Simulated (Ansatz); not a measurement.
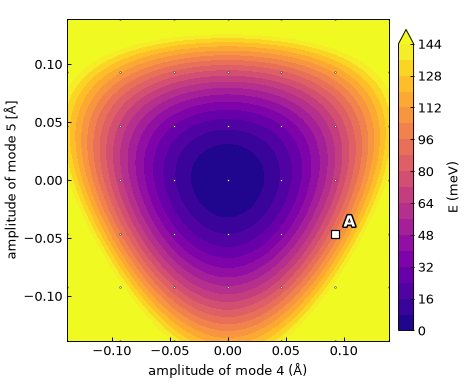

Be (P6_3/mmc, No. 194; 2 atoms in the cell). The energy is mapped over two normal modes frozen in (zone-centre modes of the 2-atom cell of this scan). Coordinates scanned: (1) amplitude of mode 4 (485 cm⁻¹), largest displacement; (2) amplitude of mode 5 (485 cm⁻¹), largest displacement. Nothing is relaxed (the cell and all other modes fixed). Grid: 7 × 7 points; 28 points were computed and 21 follow by symmetry. Points are written as (first, second). Energies are in meV per cell, from the lowest grid point. The calculation used DFT PBE+D3(BJ), scalar-relativistic, plane waves, PAW in Ansatz 0.2.0. Settings: cutoff 520 eV, k-mesh 24×24×12 in the order of the run's cell vectors, gaussian smearing 0.15 eV, no spin polarisation.

The picture shows filled contours, dots at the grid points, one colour for all values above the top of the scale, the point A. Between grid points the surface is interpolated.

Which way does the force act at A, and how strong is it?

A, at (0.093 Å, −0.046 Å), is not a stationary point. The computed force is 1700 meV for each Å towards smaller values of the first coordinate and 930 meV for each Å towards larger values of the second coordinate.
